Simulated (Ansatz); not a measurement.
Cell and atoms:

```xyz
6
Lattice="2.7305 0.0000 0.0000 -1.3652 2.3647 0.0000 0.0000 0.0000 11.7115" Properties=species:S:1:pos:R:3 pbc="T T T"
Al    0.0000    0.0000    0.0000
Ni    1.3652    0.7882    9.7596
Al    1.3652    0.7882    3.9038
Ni    0.0000    1.5764    1.9519
Al    0.0000    1.5764    7.8076
Ni    1.3652    2.3647    5.8557
```

Q: Give a crystallographic description of this input.

A: This is AlNi. The atoms follow space group R-3m (No. 166); the Bravais lattice is rhombohedral (trigonal R). Cell content 3 Al, 3 Ni; Z = 3. Around each Al lie six Al and six Ni in a distorted cuboctahedral arrangement (2.73 Å to Al, 2.51 Å to Ni). Ni is coordinated by six Al and six Ni in a distorted cuboctahedral arrangement (2.51 Å to Al, 2.73 Å to Ni). The bonds build a three-dimensional framework.

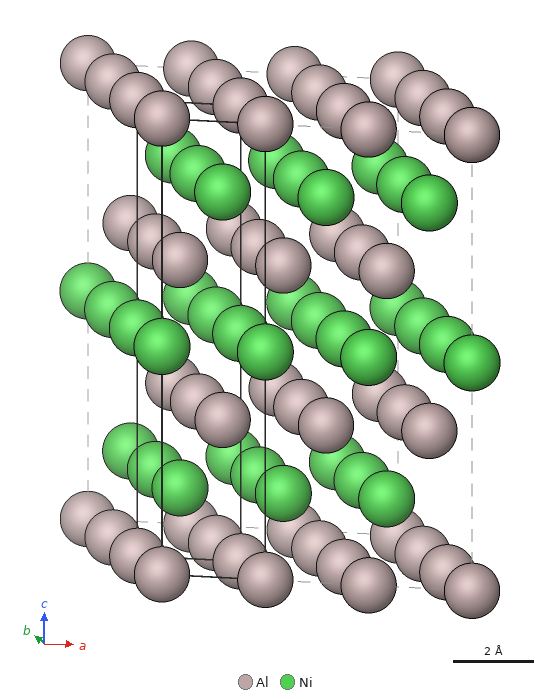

View slightly off an axis, drawn as a spheres-only model. The drawing covers 3×3×1 cells, and the solid lines enclose one conventional unit cell. Colours: aluminium light grey, nickel green.

The cell started as a structure listed in the Materials Project. Cell shown after relaxation with DFT PBE, scalar-relativistic, plane waves, PAW in Ansatz.
